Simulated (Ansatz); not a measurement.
**Energy of PbF2 along a strain of the cell**

System: PbF2 (Immm, 3 atoms in the cell).
Method: DFT PBE, scalar-relativistic, plane waves, PAW, no spin polarisation (Ansatz 0.2.0).

The 5 runs differ only in the geometry, by a strain of the cell at fixed fractional positions. Against run 3, the strain is εxx = −0.01 η, εxz = η and εzz = −0.01 η. The structure derives from an entry of the Crystallography Open Database.

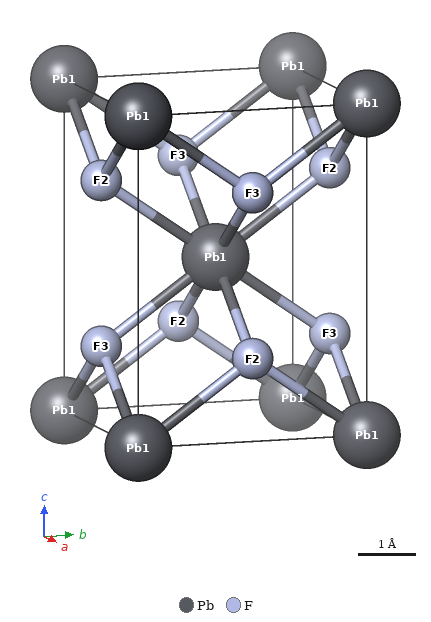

Figure 1. The structure of run 3 (ball-and-stick view of the cell 2 times as large as that of the calculation, set on its symmetry axes, seen slightly off an axis; atoms are numbered from 1 in the order of the input). An atom can appear more than once, as a periodic image.

### Input of run 3
```yaml
crystal:
  lattice:
    - [0.037123125, 2.96985, 2.96985]
    - [3.006973125, 0.0, 3.006973125]
    - [2.96985, 2.96985, 0.037123125]
  atoms:
    - { symbol: Pb, position: [0.0, 0.0, 0.0] }
    - { symbol: F, position: [0.25, 0.25, 0.25] }
    - { symbol: F, position: [0.75, 0.75, 0.75] }
basis:
  ecutwfc: 420
kpoints:
  mp_grid: { grid: [8, 8, 8] }
hamiltonian:
  xc: pbe
scf:
  occupations: { method: gaussian, width: 0.05 }
output:
  forces: true
  stress: true
  eigenvalues: true
```

Command:
```bash
ansatz run input.yaml --threads 1 --pin off --max-ram 2560MiB --backend cpu --events-out ev --progress --plain --runs-dir out
```

Lattice vectors (Å) and fractional positions of run 3:
```
   0.037123    2.969850    2.969850
   3.006973    0.000000    3.006973
   2.969850    2.969850    0.037123
Pb  0.000000  0.000000  0.000000
F   0.250000  0.250000  0.250000
F   0.750000  0.750000  0.750000
```

Run 4 differs from it as follows:
```diff
-    - [0.037123125, 2.96985, 2.96985]
-    - [3.006973125, 0.0, 3.006973125]
-    - [2.96985, 2.96985, 0.037123125]
+    - [0.0928078125, 2.96985, 2.96985]
+    - [3.0626578125, 0.0, 3.0626578125]
+    - [2.96985, 2.96985, 0.0928078125]
```

### Results, with one run withheld

| run | strain parameter η (%) | free energy per atom, from the lowest run given (meV) | pressure (GPa) | gap on the mesh (eV) |
| --- | --- | --- | --- | --- |
| 1 | −3.7506 | 4.28 | 2.44 | 4.39 |
| 2 | −0.6251 | 0.00 | 2.21 | 4.42 |
| 3 | 0.0000 | 0.84 | 2.26 | 4.42 |
| 4 | 1.8753 | ? | ? | ? |
| 5 | 2.5004 | 10.06 | 2.74 | 4.35 |

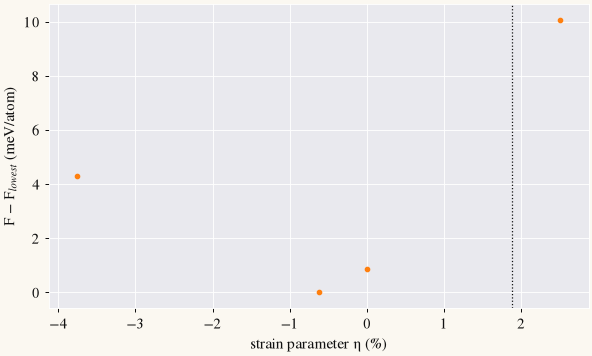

Figure 2. Free energy per atom of the runs given; the dotted line marks run 4.

What should run 4 give?

A quadratic polynomial in the coordinate, fitted to the 4 runs given, misses them by at most 0.01 meV per atom. With x = η + 0.4688, it reads F = 0.15016 + 1.1541 x + 0.7352 x² (meV per atom). At run 4 it gives 6.90 meV per atom, and the run itself gives 6.86. The fit has its minimum at η = −1.2537 %. The gap on the mesh lies between 4.35 eV (run 5) and 4.42 eV (run 2); run 4 has 4.37 eV. These are gaps of this functional on this mesh, which can miss the band edges; they aren't the measured gap.

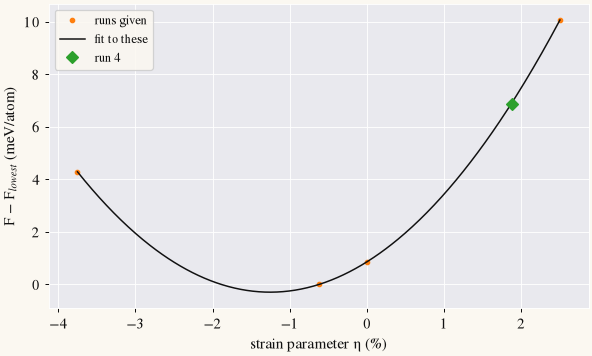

Figure 3. The fit and the withheld run.

### Output, shortened to warnings, some set-up lines, iterations and results (run 4)
```
Basis set: ecut = 420 eV, 1005 PW (Γ), exchange–correlation on 60×60×60 points (8 copies of the dense FFT grid, shifted against one another)
Symmetry: 8 space group operations
k-points: 95 of 512
Initial density: superposition of atomic densities (neutral atoms: chi_scale 0, normalization atom), corrected by the library's trained network
[...]
SCF iter   1: F=—  HF=-13524.680005 eV  |F-HF|=—  |Δ(HF+E_count)|=         —  Δρ=5.07e-4  dr2=4.55e-5  ethr=1.77e-3  ⟨swp⟩=6.0  Hψ=8755  notcnv=0
SCF iter   2: F=—  HF=-13524.679367 eV  |F-HF|=—  |Δ(HF+E_count)|=   6.38e-4  Δρ=4.07e-4  dr2=3.23e-5  ethr=1.63e-7  ⟨swp⟩=3.3  Hψ=4657  notcnv=0
SCF iter   3: F=—  HF=-13524.679405 eV  |F-HF|=—  |Δ(HF+E_count)|=   3.78e-5  Δρ=1.87e-4  dr2=4.50e-6  ethr=1.15e-7  ⟨swp⟩=2.5  Hψ=2697  notcnv=0
SCF iter   4: F=—  HF=-13524.679444 eV  |F-HF|=—  |Δ(HF+E_count)|=   3.93e-5  Δρ=6.41e-5  dr2=1.42e-6  ethr=1.61e-8  ⟨swp⟩=2.0  Hψ=3040  notcnv=0
SCF iter   5: F=—  HF=-13524.679444 eV  |F-HF|=—  |Δ(HF+E_count)|=   4.06e-8  Δρ=2.47e-5  dr2=1.85e-7  ethr=5.08e-9  ⟨swp⟩=2.1  Hψ=2899  notcnv=0
SCF iter   6: F=-13524.679444 eV  HF=-13524.679444 eV  |F-HF|=3.62e-9  |Δ(HF+E_count)|=   6.92e-8  Δρ=1.89e-6  dr2=1.10e-9  ethr=3.57e-10  ⟨swp⟩=5.5  Hψ=7547  notcnv=0
SCF 1 converged in 6 iterations: F = -13524.679444 eV  dr2 = 1.10e-9
SCF converged after 6 iterations
Free energy (F): -13524.679444 eV
Harris-Foulkes:  -13524.679444 eV  (|F-HF|=3.62e-9)
Internal energy: -13524.679444 eV  (E = F + TS)
E sigma→0 (E₀):  -13524.679444 eV
Fermi energy:    7.179486 eV
--- Per-component energies (eV) ---
  E_band       = -124.688701
  E_kinetic    = 698.586428
  E_local      = -2262.390186  (includes V_loc(G=0)·N_el)
  E_nonlocal   = 497.004208
  E_hartree    = 869.513664
  E_xc         = -381.820869
  E_vxc        = -338.372353  (∫ρ·V_xc dr)
  E_paw        = -10801.740142  (= ΣΔE_a)
  E_vpaw       = -458.548896  (= ΣTr[D̂ρ^β])
  E_aug_tail   = 0.004135  (compensation charges beyond the density's cutoff)
  E_ewald      = -2143.836683
  E_smearing   = -0.000000  (= −TS)
  E_closure    = -0.000000  (closes the sum)
  Σ components = -13524.679444   (vs F -13524.679444, Δ=0.00e0)
--- Forces (eV/Å), atoms counted from 1 ---
  atom   1  Pb     0.00000000     0.00000000    -0.00000000
  atom   2  F     -0.00000000    -0.17806820     0.00000000
  atom   3  F      0.00000000     0.17806820    -0.00000000
  max |Σ_I F_I| component: 2.78e-17 eV/Å
--- Stress (GPa, compression-positive) ---
        2.565349       0.000000      -2.039996
        0.000000       2.593811      -0.000000
       -2.039996      -0.000000       2.565349
  P = ⅓ Tr σ = 2.5748 GPa (25.748 kbar)
```

Notes: Spin–orbit coupling is left out, which matters for Pb.
